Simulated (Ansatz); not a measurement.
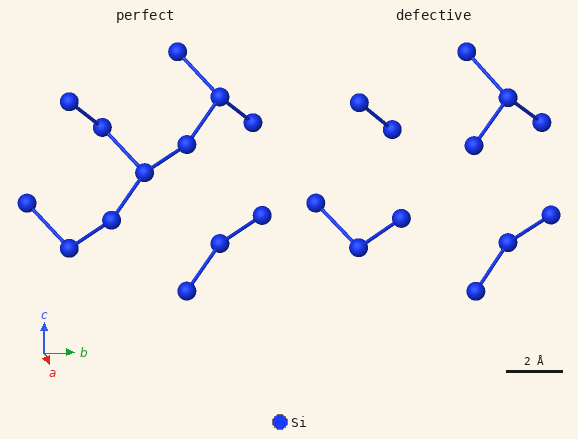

Left: perfect Si. Right: the same region with one point defect, after relaxing the atoms in a supercell of 64 sites. Style: ball-and-stick. Shown: the atoms within 4.6 Å of one point, in a slice 3.4 Å thick across the line of sight, from a free direction.

The calculation used Ansatz 0.2.0, DFT, PBEsol, PAW, plane waves. Settings: plane-wave cutoff 420 eV; k-point mesh 1 × 1 × 1; mesh shifted by (0.25, 0.25, 0.25); collinear spin. Fermi-Dirac smearing of 0.01 eV. A uniform background neutralises the charged cell. The axes drawn are those of the host's conventional cell.

Which defect is it?

Answer. A silicon atom is taken out (a vacancy).

The charge state of the cell is +1.

How does the lattice respond?

Answer. Around the empty Si site the host had 4 Si at 2.35 Å; after relaxation the nearest atoms are 4 Si at 2.26 to 2.28 Å. Of the host's atoms, a silicon atom moves furthest from its site, by 0.10 Å. The cell's net moment is 1.00 μB.

Limits of the set-up: the cell is charged, on a uniform background, and energies carry no finite-size correction.
